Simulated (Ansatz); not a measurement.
Si₂W: several calculations on one system

**1. A change**

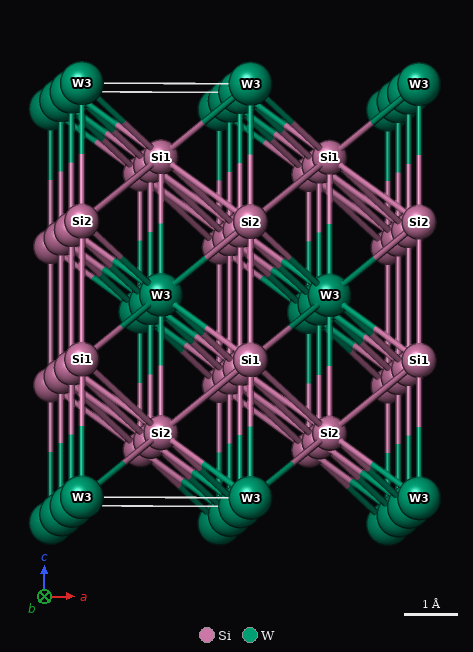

Reference structure: a symmetric starting cell of Si₂W. A ball-and-stick model of the conventional cell (2 times the calculation's cell), repeated 2 × 3 × 1 with one cell outlined, seen from a free direction. Lengths and directions refer to the drawn axes.

Method: DFT PBEsol, scalar-relativistic, plane waves, PAW in Ansatz 0.2.0. Settings: plane-wave cutoff 420 eV; k-point mesh 18 × 18 × 18; occupations gaussian; smearing width 0.1 eV; no spin polarisation.

The variant: The cell is strained by +7.0 % along c and +1.0 % across it (volume +9.2 %) and the Si atoms are displaced by 0.13 Å relative to the cell: Si2 0.13 Å along −c. No relaxation follows. The starting cell wasn't computed here and needn't be at equilibrium, so pressure and forces aren't due to the change alone.

> Predict the response.

Some distances before and after: Si–W 2.625 → 2.626 to 2.939 Å, Si–Si 2.623 → 2.554 to 2.833 Å. The space group stays I4/mmm (No. 139). The pressure is −14.8 GPa (not all of it need come from the change, since the unchanged cell can be under pressure at this level too). The principal stresses (compression positive) are −24.0 GPa along c and −10.2 GPa across it. The largest forces, 1.2 eV/Å, act on Si1 and Si2; on Si2 it points along +c. The forces point straight back along the displacements (cosine −1.00).

Drawn alike, the variant:

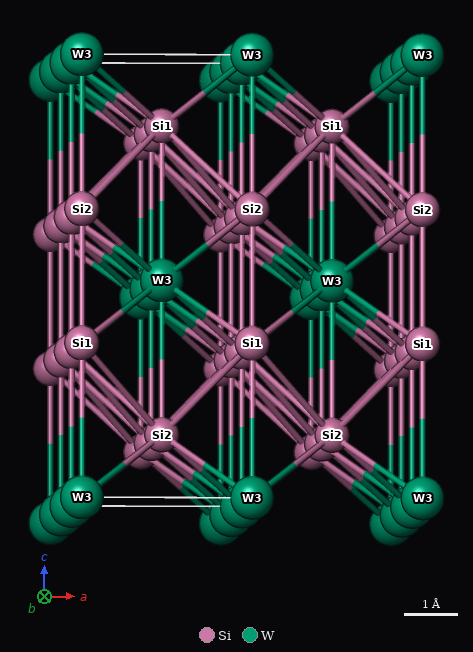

**2. A change**

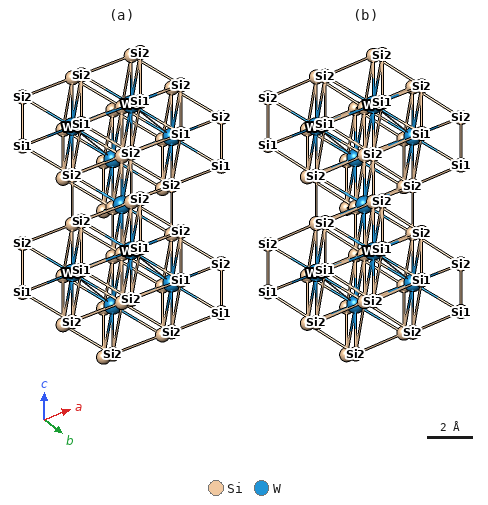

Left: a symmetric starting cell of Si2W. Right: the same structure after one change, at the same scale. Style: ball-and-stick. Shown: the conventional cell (2 times the calculation's cell), from a free direction. Lengths and directions refer to the drawn axes.

Computed with Ansatz 0.2.0, DFT r2SCAN, scalar-relativistic, plane waves, PAW. Set-up: plane-wave cutoff 500 eV; k-point mesh 18 × 18 × 18; occupations gaussian; smearing width 0.1 eV; no spin polarisation.

What distinguishes the right structure from the left one?

The cell is strained by 0.0 % along c and −3.0 % across it (volume −5.8 %) and the Si atoms are displaced by 0.04 Å relative to the cell: Si1 0.04 Å along +c. No relaxation follows. The starting cell wasn't computed here and needn't be at equilibrium, so pressure and forces aren't due to the change alone.

And its effect?

Among the bonded contacts that change: Si–W 2.625 → 2.549 to 2.662 Å, Si–Si 2.623 → 2.560 to 2.602 Å. The space group stays I4/mmm (No. 139). The pressure is 13.2 GPa (not all of it need come from the change, since the unchanged cell can be under pressure at this level too). The principal stresses (compression positive) are 2.0 GPa along c and 18.8 GPa across it. The largest forces, 0.64 eV/Å, act on Si1 and Si2; on Si2 it points along +c. The forces point straight back along the displacements (cosine −1.00).

**3. Distortion**

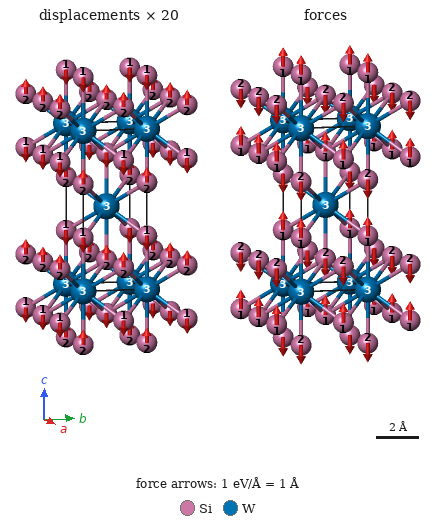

Left: a symmetric starting cell of Si2W, with red arrows for the displacements applied to it (without the part that the change of the cell carries along). Right: the displaced structure with the computed forces. Besides, the cell is strained by +1.9 % along c and +4.9 % across it (volume +12.2 %). A ball-and-stick model of the conventional cell (2 times the calculation's cell), seen slightly off an axis. Lengths and directions refer to the drawn axes.

Computed with DFT PBEsol, scalar-relativistic, plane waves, PAW in Ansatz. Settings: plane-wave cutoff 420 eV; k-point mesh 18 × 18 × 18; occupations gaussian; smearing width 0.1 eV; no spin polarisation.

> Describe the distortion and the response.

The Si atoms are displaced by 0.04 Å relative to the cell: Si1 0.04 Å along −c. No relaxation follows. The starting cell wasn't computed here and needn't be at equilibrium, so pressure and forces aren't due to the change alone. The pressure is −22.7 GPa (not all of it need come from the change, since the unchanged cell can be under pressure at this level too). The principal stresses (compression positive) are −20.0 GPa along c and −24.0 GPa across it. The largest forces, 0.95 eV/Å, act on Si1 and Si2; on Si2 it points along −c. The forces point straight back along the displacements (cosine −1.00). Among the bonded contacts that change: Si–W 2.625 → 2.637 to 2.753 Å. The space group stays I4/mmm (No. 139).

**4. Distortion**

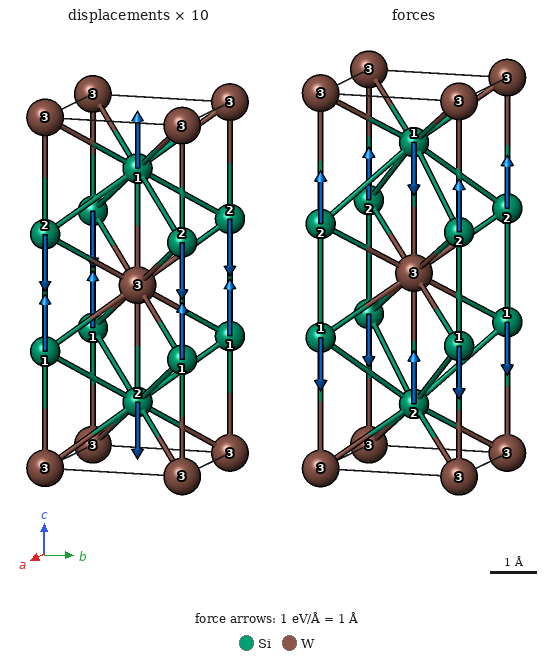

Left: a symmetric starting cell of Si₂W, with blue arrows for the displacements applied to it (without the part that the change of the cell carries along). Right: the displaced structure with the computed forces. Besides, the cell is strained by +7.0 % along c and +1.0 % across it (volume +9.2 %). The picture is a ball-and-stick view of the conventional cell (2 times the calculation's cell), seen slightly off an axis. Lengths and directions refer to the drawn axes.

Theory: DFT PBEsol, scalar-relativistic, plane waves, PAW (Ansatz 0.2.0). Set-up: plane-wave cutoff 420 eV; k-point mesh 18 × 18 × 18; occupations gaussian; smearing width 0.1 eV; no spin polarisation.

### Describe the distortion and the response.

The Si atoms are displaced by 0.13 Å relative to the cell: Si2 0.13 Å along −c. No relaxation follows. The starting cell wasn't computed here and needn't be at equilibrium, so pressure and forces aren't due to the change alone. Some distances before and after: Si–W 2.625 → 2.626 to 2.939 Å, Si–Si 2.623 → 2.554 to 2.833 Å. The space group stays I4/mmm (No. 139). The pressure is −14.8 GPa (not all of it need come from the change, since the unchanged cell can be under pressure at this level too). The principal stresses (compression positive) are −24.0 GPa along c and −10.2 GPa across it. The largest forces, 1.2 eV/Å, act on Si1 and Si2; on Si2 it points along +c. The forces point straight back along the displacements (cosine −1.00).
